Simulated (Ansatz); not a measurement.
## Run report: Sn₁₆O₁₅, geometry relaxation (part 3 of 3)

Continued. System: Sn₁₆O₁₅ (defect cell, 31 atoms in the cell). Method: DFT PBE+D3(BJ), scalar-relativistic, plane waves, PAW, PAW set soft_1, no spin polarisation (Ansatz 0.2.0); cutoff 420 eV, 4×4×4 k-mesh, Gaussian smearing of 0.1 eV. The structure derives from an entry of the Crystallography Open Database.

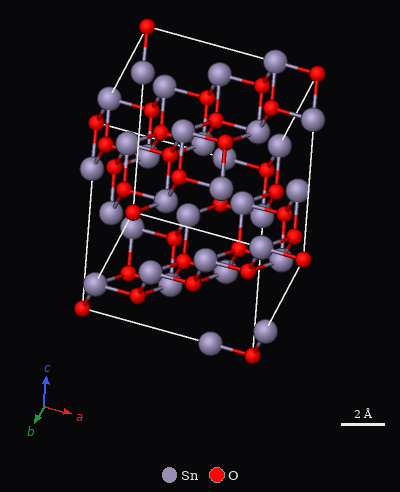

**Figure 1.** The geometry at step 3 of the log (ball-and-stick view of the cell of the calculation, seen at an oblique angle).

## Output, continued
```
--- Relaxed structure (4 steps of the walk, 4 accepted, 0 SCFs on fresh bases) ---
  F+E_penalty+E_count = -104907.01783005 eV   max|allowed force component| = 2.018e-2 eV/Å
  atoms:
    - { symbol: Sn, position: [0.2463915774658501, 0.2463915774658501, 0.24887446470991068] }
    - { symbol: Sn, position: [0.9984881973837697, 0.49698468799795337, 0.25112214624386703] }
    - { symbol: Sn, position: [0.49698468799795337, 0.9984881973837697, 0.25112214624386703] }
    - { symbol: Sn, position: [0.7483356453681286, 0.7483356453681286, 0.2553376661119356] }
    - { symbol: Sn, position: [0.4975171127559395, 0.4975171127559395, 0.7511255352900894] }
    - { symbol: Sn, position: [0.7458625417540864, 0.24736605113990268, 0.748877853756133] }
    - { symbol: Sn, position: [0.24736605113990268, 0.7458625417540864, 0.748877853756133] }
    - { symbol: Sn, position: [0.992997979256193, 0.992997979256193, 0.7446623338880645] }
    - { symbol: Sn, position: [0.5015118026162303, 0.25263394886009727, -0.0015035093858163323] }
    - { symbol: Sn, position: [0.25263394886009727, 0.5015118026162303, -0.001503509385816332] }
    - { symbol: Sn, position: [0.7541374582459137, 0.0030153120020465773, 0.0015035093858163319] }
    - { symbol: Sn, position: [0.0030153120020465773, 0.7541374582459137, 0.0015035093858163319] }
    - { symbol: Sn, position: [0.7516643546318714, 0.507002020743807, 0.5] }
    - { symbol: Sn, position: [0.0024828872440605526, 0.25360842253414995, 0.5] }
    - { symbol: Sn, position: [0.507002020743807, 0.7516643546318714, 0.5] }
    - { symbol: Sn, position: [0.25360842253414995, 0.0024828872440605526, 0.5] }
    - { symbol: O, position: [0.49901493746386594, -0.002811938331794586, 0.5] }
    - { symbol: O, position: [-0.002811938331794586, 0.49901493746386594, 0.5] }
    - { symbol: O, position: [0.25, 0.25, 0.5] }
    - { symbol: O, position: [0.000985062536134007, 0.000985062536134007, 0.9981731242043395] }
    - { symbol: O, position: [0.24999999999999994, 0.75, 1.0] }
    - { symbol: O, position: [0.75, 0.24999999999999994, 1.0] }
    - { symbol: O, position: [0.5028119383317946, 0.5028119383317946, 1.0018268757956605] }
    - { symbol: O, position: [0.25, 0.0002239021962251314, 0.25022390219622515] }
    - { symbol: O, position: [0.0002239021962251314, 0.25, 0.25022390219622515] }
    - { symbol: O, position: [0.4991304426579929, 0.75, 0.2491304426579929] }
    - { symbol: O, position: [0.75, 0.4991304426579929, 0.2491304426579929] }
    - { symbol: O, position: [0.4997760978037749, 0.25000000000000006, 0.749776097803775] }
    - { symbol: O, position: [0.75, 0.0008695573420071656, 0.7508695573420072] }
    - { symbol: O, position: [0.25000000000000006, 0.4997760978037749, 0.749776097803775] }
    - { symbol: O, position: [0.0008695573420071656, 0.75, 0.7508695573420072] }
```

## Trajectory as extended XYZ (Å, eV, eV/Å), 4 frames, from step=1 to step=4
```
31
Lattice="0.0000 -7.6736 4.7590 0.0000 7.6736 4.7590 -7.6736 0.0000 -4.7590" Properties=species:S:1:pos:R:3:forces:R:3 step=1 energy=-104906.98729
Sn   -1.9184    0.0000    1.1581    0.0772   0.0000   0.0420
Sn   -1.9184   -3.8368    5.9171   -0.0705  -0.1183   0.1485
Sn   -1.9184    3.8368    5.9171   -0.0705   0.1183   0.1485
Sn   -1.9184    0.0000    5.9171   -0.1427   0.0000   0.0183
Sn   -5.7552    0.0000    1.1581   -0.0772   0.0000   0.0420
Sn   -5.7552   -3.8368    1.1581    0.0705   0.1183   0.1485
Sn   -5.7552    3.8368    1.1581    0.0705  -0.1183   0.1485
Sn   -5.7552    0.0000    5.9171    0.1427   0.0000   0.0183
Sn    0.0000   -1.9184    3.6008    0.1183   0.0705  -0.1485
Sn    0.0000    1.9184    3.6008    0.1183  -0.0705  -0.1485
Sn    0.0000   -5.7552    3.6008   -0.1183  -0.0705  -0.1485
Sn    0.0000    5.7552    3.6008   -0.1183   0.0705  -0.1485
Sn   -3.8368   -1.9184    3.6008    0.0000   0.1427  -0.0183
Sn   -3.8368    1.9184   -1.1581    0.0000   0.0772  -0.0420
Sn   -3.8368    1.9184    3.6008    0.0000  -0.1427  -0.0183
Sn   -3.8368   -1.9184   -1.1581    0.0000  -0.0772  -0.0420
O    -3.8368   -3.8368    0.0000    0.0000  -0.0682  -0.0879
O    -3.8368    3.8368    0.0000    0.0000   0.0682  -0.0879
O    -3.8368    0.0000    0.0000    0.0000   0.0000   0.0000
O    -7.6736    0.0000   -4.7590    0.0682   0.0000   0.0879
O    -7.6736    3.8368    0.0000    0.0000   0.0000   0.0000
O    -7.6736   -3.8368    0.0000    0.0000   0.0000   0.0000
O    -7.6736    0.0000    0.0000   -0.0682   0.0000   0.0879
O    -1.9184   -1.9184    0.0000    0.0194  -0.0194   0.0000
O    -1.9184    1.9184    0.0000    0.0194   0.0194   0.0000
O    -1.9184    1.9184    4.7590    0.0375   0.0375   0.0000
O    -1.9184   -1.9184    4.7590    0.0375  -0.0375   0.0000
O    -5.7552   -1.9184    0.0000   -0.0194  -0.0194   0.0000
O    -5.7552   -5.7552    0.0000   -0.0375   0.0375   0.0000
O    -5.7552    1.9184    0.0000   -0.0194   0.0194   0.0000
O    -5.7552    5.7552    0.0000   -0.0375  -0.0375   0.0000
31
Lattice="0.0000 -7.6736 4.7590 0.0000 7.6736 4.7590 -7.6736 0.0000 -4.7590" Properties=species:S:1:pos:R:3:forces:R:3 step=2 energy=-104907.00571
Sn   -1.9017    0.0000    1.1567   -0.0032   0.0000  -0.0351
Sn   -1.9271   -3.8488    5.9311    0.0203   0.0294  -0.1290
Sn   -1.9271    3.8488    5.9311    0.0203  -0.0294  -0.1290
Sn   -1.9728    0.0000    5.9075    0.0512   0.0000  -0.0533
Sn   -5.7718    0.0000    1.1567    0.0032   0.0000  -0.0351
Sn   -5.7465   -3.8247    1.1721   -0.0203  -0.0294  -0.1290
Sn   -5.7465    3.8247    1.1721   -0.0203   0.0294  -0.1290
Sn   -5.7007    0.0000    5.9075   -0.0512   0.0000  -0.0533
Sn    0.0121   -1.9097    3.5869   -0.0294  -0.0203   0.1290
Sn    0.0121    1.9097    3.5869   -0.0294   0.0203   0.1290
Sn   -0.0121   -5.7639    3.5869    0.0294   0.0203   0.1290
Sn   -0.0121    5.7639    3.5869    0.0294  -0.0203   0.1290
Sn   -3.8368   -1.8640    3.6104    0.0000  -0.0512   0.0533
Sn   -3.8368    1.9350   -1.1567    0.0000  -0.0032   0.0351
Sn   -3.8368    1.8640    3.6104    0.0000   0.0512   0.0533
Sn   -3.8368   -1.9350   -1.1567    0.0000   0.0032   0.0351
O    -3.8368   -3.8687   -0.0154    0.0000   0.1471   0.0227
O    -3.8368    3.8687   -0.0154    0.0000  -0.1471   0.0227
O    -3.8368    0.0000    0.0000    0.0000   0.0000   0.0000
O    -7.6416    0.0000   -4.7435   -0.1471   0.0000  -0.0227
O    -7.6736    3.8368    0.0000    0.0000   0.0000   0.0000
O    -7.6736   -3.8368    0.0000    0.0000   0.0000   0.0000
O    -7.7055    0.0000    0.0154    0.1471   0.0000  -0.0227
O    -1.9181   -1.9187    0.0000   -0.0046   0.0046   0.0000
O    -1.9181    1.9187    0.0000   -0.0046  -0.0046   0.0000
O    -1.9083    1.9285    4.7590   -0.0367  -0.0367   0.0000
O    -1.9083   -1.9285    4.7590   -0.0367   0.0367   0.0000
O    -5.7555   -1.9187    0.0000    0.0046   0.0046   0.0000
O    -5.7653   -5.7451    0.0000    0.0367  -0.0367   0.0000
O    -5.7555    1.9187    0.0000    0.0046  -0.0046   0.0000
O    -5.7653    5.7451    0.0000    0.0367   0.0367   0.0000
31
Lattice="0.0000 -7.6736 4.7590 0.0000 7.6736 4.7590 -7.6736 0.0000 -4.7590" Properties=species:S:1:pos:R:3:forces:R:3 step=3 energy=-104907.01689
Sn   -1.9109    0.0000    1.1625    0.0126   0.0000  -0.0239
Sn   -1.9262   -3.8486    5.9229   -0.0043  -0.0097  -0.0126
Sn   -1.9262    3.8486    5.9229   -0.0043   0.0097  -0.0126
Sn   -1.9550    0.0000    5.9069   -0.0227   0.0000  -0.0016
Sn   -5.7627    0.0000    1.1625   -0.0126   0.0000  -0.0239
Sn   -5.7474   -3.8250    1.1639    0.0043   0.0097  -0.0126
Sn   -5.7474    3.8250    1.1639    0.0043  -0.0097  -0.0126
Sn   -5.7186    0.0000    5.9069    0.0227   0.0000  -0.0016
Sn    0.0118   -1.9106    3.5950    0.0097   0.0043   0.0126
Sn    0.0118    1.9106    3.5950    0.0097  -0.0043   0.0126
Sn   -0.0118   -5.7630    3.5950   -0.0097  -0.0043   0.0126
Sn   -0.0118    5.7630    3.5950   -0.0097   0.0043   0.0126
Sn   -3.8368   -1.8818    3.6110    0.0000   0.0227   0.0016
Sn   -3.8368    1.9259   -1.1625    0.0000   0.0126   0.0239
Sn   -3.8368    1.8818    3.6110    0.0000  -0.0227   0.0016
Sn   -3.8368   -1.9259   -1.1625    0.0000  -0.0126   0.0239
O    -3.8368   -3.8514   -0.0161    0.0000   0.0304  -0.0057
O    -3.8368    3.8514   -0.0161    0.0000  -0.0304  -0.0057
O    -3.8368    0.0000    0.0000    0.0000   0.0000   0.0000
O    -7.6590    0.0000   -4.7429   -0.0304   0.0000   0.0057
O    -7.6736    3.8368    0.0000    0.0000   0.0000   0.0000
O    -7.6736   -3.8368    0.0000    0.0000   0.0000   0.0000
O    -7.6882    0.0000    0.0161    0.0304   0.0000   0.0057
O    -1.9219   -1.9148    0.0000    0.0224  -0.0224   0.0000
O    -1.9219    1.9148    0.0000    0.0224   0.0224   0.0000
O    -1.9103    1.9265    4.7590   -0.0117  -0.0117   0.0000
O    -1.9103   -1.9265    4.7590   -0.0117   0.0117   0.0000
O    -5.7516   -1.9148    0.0000   -0.0224  -0.0224   0.0000
O    -5.7633   -5.7471    0.0000    0.0117  -0.0117   0.0000
O    -5.7516    1.9148    0.0000   -0.0224   0.0224   0.0000
O    -5.7633    5.7471    0.0000    0.0117   0.0117   0.0000
31
Lattice="0.0000 -7.6736 4.7590 0.0000 7.6736 4.7590 -7.6736 0.0000 -4.7590" Properties=species:S:1:pos:R:3:forces:R:3 step=4 energy=-104907.01783
Sn   -1.9098    0.0000    1.1608    0.0084   0.0000  -0.0035
Sn   -1.9270   -3.8483    5.9218   -0.0006  -0.0041  -0.0052
Sn   -1.9270    3.8483    5.9218   -0.0006   0.0041  -0.0052
Sn   -1.9594    0.0000    5.9075   -0.0128   0.0000   0.0016
Sn   -5.7638    0.0000    1.1608   -0.0084   0.0000  -0.0035
Sn   -5.7466   -3.8252    1.1629    0.0006   0.0041  -0.0052
Sn   -5.7466    3.8252    1.1629    0.0006  -0.0041  -0.0052
Sn   -5.7142    0.0000    5.9075    0.0128   0.0000   0.0016
Sn    0.0115   -1.9098    3.5961    0.0041   0.0006   0.0052
Sn    0.0115    1.9098    3.5961    0.0041  -0.0006   0.0052
Sn   -0.0115   -5.7638    3.5961   -0.0041  -0.0006   0.0052
Sn   -0.0115    5.7638    3.5961   -0.0041   0.0006   0.0052
Sn   -3.8368   -1.8774    3.6105    0.0000   0.0128  -0.0016
Sn   -3.8368    1.9270   -1.1608    0.0000   0.0084   0.0035
Sn   -3.8368    1.8774    3.6105    0.0000  -0.0128  -0.0016
Sn   -3.8368   -1.9270   -1.1608    0.0000  -0.0084   0.0035
O    -3.8368   -3.8508   -0.0181    0.0000   0.0202   0.0012
O    -3.8368    3.8508   -0.0181    0.0000  -0.0202   0.0012
O    -3.8368    0.0000    0.0000    0.0000   0.0000   0.0000
O    -7.6596    0.0000   -4.7409   -0.0202   0.0000  -0.0012
O    -7.6736    3.8368    0.0000    0.0000   0.0000   0.0000
O    -7.6736   -3.8368    0.0000    0.0000   0.0000   0.0000
O    -7.6876    0.0000    0.0181    0.0202   0.0000  -0.0012
O    -1.9201   -1.9167    0.0000    0.0075  -0.0075   0.0000
O    -1.9201    1.9167    0.0000    0.0075   0.0075   0.0000
O    -1.9117    1.9251    4.7590   -0.0072  -0.0072   0.0000
O    -1.9117   -1.9251    4.7590   -0.0072   0.0072   0.0000
O    -5.7535   -1.9167    0.0000   -0.0075  -0.0075   0.0000
O    -5.7619   -5.7485    0.0000    0.0072  -0.0072   0.0000
O    -5.7535    1.9167    0.0000   -0.0075   0.0075   0.0000
O    -5.7619    5.7485    0.0000    0.0072   0.0072   0.0000
```

This output came from the following input.

## Input
```yaml
crystal:
  lattice:
    - [0.0, -7.6735712367, 4.7589571443]
    - [0.0, 7.6735712367, 4.7589571443]
    - [-7.6735712367, 0.0, -4.7589571443]
  atoms:
    - { symbol: Sn, position: [0.2466788119, 0.2466788119, 0.25] }
    - { symbol: Sn, position: [0.9966788119, 0.4966788119, 0.25] }
    - { symbol: Sn, position: [0.4966788119, 0.9966788119, 0.25] }
    - { symbol: Sn, position: [0.7466788119, 0.7466788119, 0.25] }
    - { symbol: Sn, position: [0.4966788119, 0.4966788119, 0.75] }
    - { symbol: Sn, position: [0.7466788119, 0.2466788119, 0.75] }
    - { symbol: Sn, position: [0.2466788119, 0.7466788119, 0.75] }
    - { symbol: Sn, position: [0.9966788119, 0.9966788119, 0.75] }
    - { symbol: Sn, position: [0.5033211881, 0.2533211881, 0.0] }
    - { symbol: Sn, position: [0.2533211881, 0.5033211881, 0.0] }
    - { symbol: Sn, position: [0.7533211881, 0.0033211881, 0.0] }
    - { symbol: Sn, position: [0.0033211881, 0.7533211881, 0.0] }
    - { symbol: Sn, position: [0.7533211881, 0.5033211881, 0.5] }
    - { symbol: Sn, position: [0.0033211881, 0.2533211881, 0.5] }
    - { symbol: Sn, position: [0.5033211881, 0.7533211881, 0.5] }
    - { symbol: Sn, position: [0.2533211881, 0.0033211881, 0.5] }
    - { symbol: O, position: [0.5, 0.0, 0.5] }
    - { symbol: O, position: [0.0, 0.5, 0.5] }
    - { symbol: O, position: [0.25, 0.25, 0.5] }
    - { symbol: O, position: [0.0, 0.0, 1.0] }
    - { symbol: O, position: [0.25, 0.75, 1.0] }
    - { symbol: O, position: [0.75, 0.25, 1.0] }
    - { symbol: O, position: [0.5, 0.5, 1.0] }
    - { symbol: O, position: [0.25, 0.0, 0.25] }
    - { symbol: O, position: [0.0, 0.25, 0.25] }
    - { symbol: O, position: [0.5, 0.75, 0.25] }
    - { symbol: O, position: [0.75, 0.5, 0.25] }
    - { symbol: O, position: [0.5, 0.25, 0.75] }
    - { symbol: O, position: [0.75, 0.0, 0.75] }
    - { symbol: O, position: [0.25, 0.5, 0.75] }
    - { symbol: O, position: [0.0, 0.75, 0.75] }
basis:
  ecutwfc: 420
  xc_grid: 2
kpoints:
  mp_grid: { grid: [4, 4, 4], shift: [0.5, 0.5, 0.5] }
hamiltonian:
  xc: pbe
  dispersion: d3bj
  pseudopotentials: { azcp: { folder: soft_1 } }
scf:
  occupations: { method: gaussian, width: 0.1 }
output:
  forces: true
  stress: false
  eigenvalues: true
relax:
  adjacent_minimum: "off"
  f_tol: 0.025
  max_steps: 60
```

Command:
```bash
ansatz run input.yaml --threads 8 --pin off --max-ram 22528MiB --backend cpu --events-out ev --progress --plain --runs-dir out
```

## Results in brief

| quantity | value |
| --- | --- |
| outcome | converged |
| electrons treated | 314 |
| free energy | −104907.0178 eV |
| Fermi energy | 10.026 eV |
| gap on the k-point mesh | 0.08 eV |
| final volume | 560.45 Å³ |
| largest force (length of the vector) at the end | 0.020 eV/Å |
| hardware | 8 threads of Intel Xeon (Granite Rapids), 176 GiB of memory available, shared host |
| wall time | 45 s (CPU time 5.6 min) |
| peak memory | 3.9 GiB |
